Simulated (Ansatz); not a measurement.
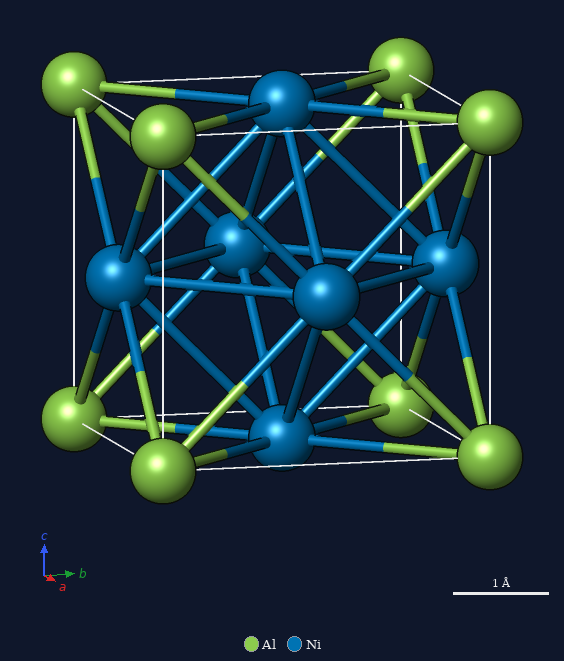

Lattice vibrations of solid AlNi$_{3}$, space group Pm-3m (No. 221), at the zone centre. A ball-and-stick model of the cell of the calculation, seen slightly off an axis.

Level of theory: Ansatz 0.2.0, DFT PBE, scalar-relativistic, plane waves, PAW. Settings: plane-wave cutoff 420 eV; k-point mesh 14 × 14 × 14; occupations gaussian; smearing width 0.2 eV; collinear spin.

The frequencies depend somewhat on the k-mesh and the smearing.

Q: Which optical modes does it have, at what frequencies, and is it stable there?

A: The calculation's cell holds 4 atoms, so there are 9 optical modes, in 3 levels. The optical modes span T₂u + 2T₁u. No level is unstable.

```json
{"level": "1", "symmetry": "T₂u", "frequency (cm⁻¹)": "201", "activity": "silent"}
{"level": "2", "symmetry": "T₁u", "frequency (cm⁻¹)": "221", "activity": "infrared-active"}
{"level": "3", "symmetry": "T₁u", "frequency (cm⁻¹)": "323", "activity": "infrared-active"}
```

The crystal is a metal, so free carriers screen the infrared response.

The modes drawn as arrows (one member of each degenerate set):

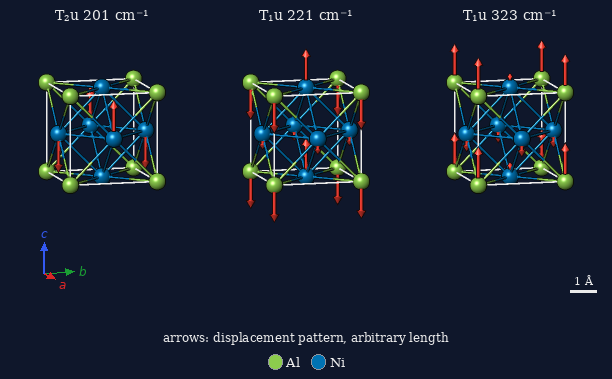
